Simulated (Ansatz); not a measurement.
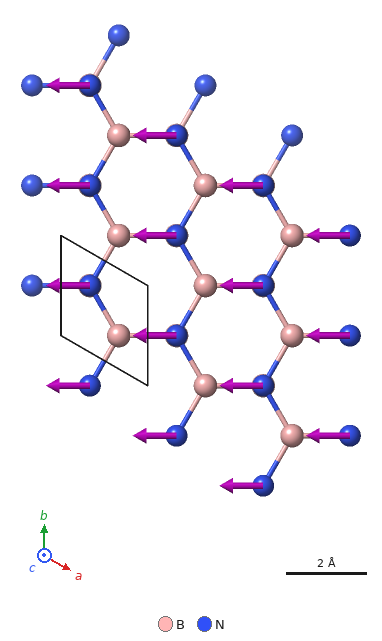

Energy scan for solid BN (P6_3/mmc), in which N3 (one in each cell of 4 atoms) is moved towards the nearest copy of atom 2 (B) at 1.446 Å, all else fixed. The picture shows the reference cell. The purple arrows give the direction of positive displacement. The picture is a ball-and-stick view of the cell of the calculation, repeated 3 × 3 × 1 with one cell outlined, seen along the c axis.

Theory: Ansatz, DFT PBE, scalar-relativistic, plane waves, PAW. Set-up: plane-wave cutoff 420 eV; k-point mesh 12 × 12 × 4; occupations gaussian; smearing width 0.05 eV; no spin polarisation. Energies (free energies at the smearing named) are counted from the cell as listed in its source, which wasn't relaxed.

```
B N
1.0
     2.50399    0.00000    0.00000
    -1.25200    2.16852    0.00000
     0.00000    0.00000    6.66120
B N
2 2
Direct
  0.33333 0.66667 0.25000
  0.66667 0.33333 0.75000
  0.33333 0.66667 0.75000
  0.66667 0.33333 0.25000
```

**What energies does the calculation give (the displacement: −0.1000, −0.0667, −0.0333, 0.0000, 0.0167, 0.0333, 0.0500, 0.0667, 0.0833, 0.1000 Å)?**

```csv
displacement (Å),E − E(ref) (meV/cell)
−0.1000,186.5
−0.0667,86.1
−0.0333,22.2
0.0000,0.0
0.0167,5.9
0.0333,23.8
0.0500,54.7
0.0667,99.0
0.0833,157.1
0.1000,230.5
```

Of the computed points the lowest is at the displacement 0.00 Å, 0.0 meV/cell. The end points stand at 186.5 meV/cell (−0.10 Å) and 230.5 meV/cell (0.10 Å). The curvature at zero is about 42 eV/Å². The well is lopsided: at ±0.1000 Å the energy is 1.2 times higher on the positive side. At the highest point the shortest interatomic distance is 1.35 Å, against 1.45 Å in the reference. The distortion takes the space group from P6_3/mmc to Amm2.

As a plot:

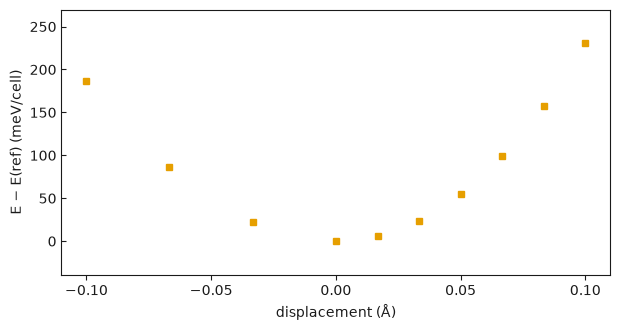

Limits of the set-up: layers or molecules are held without a dispersion correction, so their spacing is unreliable.
